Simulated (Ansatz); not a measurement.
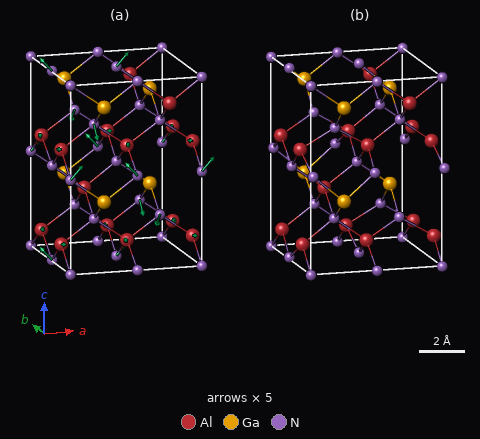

The structure of a defect cell of composition Al5Ga2N8 before (left) and after (right) a relaxation, at one scale. The green arrows give the displacements, 5 times their true length.

Style: ball-and-stick. Shown: the conventional cell (2 times the calculation's cell) (origin shifted), slightly off an axis. Lengths and directions refer to the drawn axes.

Case: Al vacancy, atoms relaxed.

The calculation used DFT PBEsol, scalar-relativistic, plane waves, PAW in Ansatz. Settings: plane-wave cutoff 420 eV; k-point mesh 4 × 4 × 4; occupations gaussian; smearing width 0.05 eV; no spin polarisation; atoms relaxed in a fixed cell; force threshold 0.02 eV/Å; at most 50 steps.

### Summarise the run.

The largest moves, 0.19 Å, are those of N atoms. By element the largest moves are N 0.19 Å, Al 0.06 Å, Ga 0.03 Å. The cell doesn't change. Near-neighbour distances that change, for instance: Al–N 1.895 → 1.861 Å, Ga–N 1.949 → 1.918 Å. Among the angles between lasting bonds that change: N–Al–N 110.6° → 97.4°, N–Ga–N 109.5° → 99.6°, Al–N–Al 110.6° → 118.7°. After 4 geometry steps the energy has fallen by 0.661 eV per cell of the calculation. Largest force component: 0.88 eV/Å at the start, 0.0086 eV/Å at the end.

Limits of the set-up: the cell has an odd number of electrons but was run without spin polarisation; the periodic images lie only 6.2 Å apart, so the values are limited by the cell's size.
